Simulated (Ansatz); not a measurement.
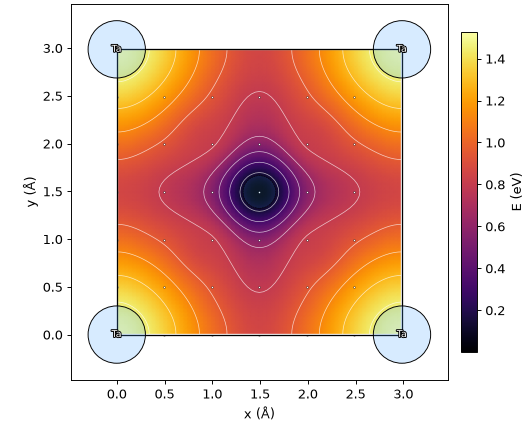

S on a Ta(100) slab cut from the Fm-3m phase, its upper half relaxed before the scan (3 atoms of substrate and one adsorbate in a 1 × 1 cell). 
- S is moved over the surface cell; relaxed at each place: the height of the adsorbate's atoms; substrate rigid; the origin of the map has the adsorbate above Ta3.
- Places are given modulo a cell vector. The map is drawn in real space over the plane of the surface.
- The grid has 6 × 6 points; 10 points were computed and 26 follow by symmetry.
- All energies are given in eV relative to the lowest grid point.
- With one adsorbate in each 1 × 1 cell, its nearest image is 3.0 Å away, so neighbouring adsorbates interact.
- This map comes from DFT PBE, scalar-relativistic, plane waves, PAW in Ansatz 0.2.0. Settings: cutoff 420 eV, k-mesh 9×9×1, gaussian smearing 0.1 eV, no spin polarisation.

Drawn: a smooth colour map with a few white contour lines, dots at the grid points, labelled circles for the atoms of the top layer and small ones for the second layer, the outline of one cell of the plane. Between grid points the surface is interpolated.

The lowest grid point is at a fourfold hollow over a second-layer Ta atom, (3/6, 3/6) of the cell vectors. No other kind of well shows on this grid. The highest grid point, the top site over a surface Ta atom, (0/6, 0/6) of the cell vectors, lies 1.53 eV above the lowest. On the interpolated surface the easiest way out of the lowest well to its copy in the next cell or period passes a barrier of about 0.86 eV. At the lowest point the adsorbate has 4 Ta at 2.51 Å as nearest neighbours, at the highest 1 Ta at 2.28 Å. Its relaxed height above the top atom is 1.35 Å at the lowest and 2.28 Å at the highest point.

S is replaced by N; all else is set up alike.

> What does this change do to the map?

The lowest place stays at a fourfold hollow over a second-layer Ta atom, (3/6, 3/6) of the cell vectors. The span from the lowest to the highest grid point grows from 1.53 to 5.02 eV. The easiest pass out of the lowest well goes from about 0.86 to about 2.4 eV on the interpolated surfaces. In the new map: at the lowest point the adsorbate has 4 Ta at 2.14 Å as nearest neighbours, at the highest 1 Ta at 1.77 Å. Its relaxed height above the top atom is 0.37 Å at the lowest and 1.77 Å at the highest point.

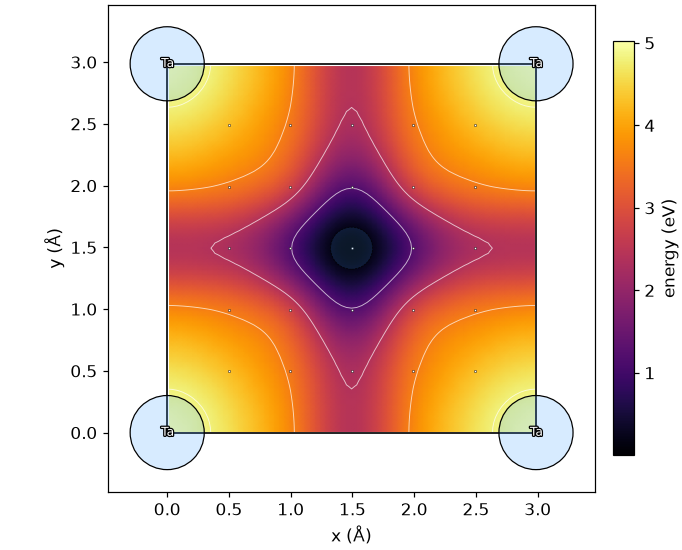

The map after the change, on a colour scale of its own. Drawn: a smooth colour map with a few white contour lines, dots at the grid points, labelled circles for the atoms of the top layer and small ones for the second layer, the outline of one cell of the plane. Between grid points the surface is interpolated.

PAW datasets: the set soft_1.
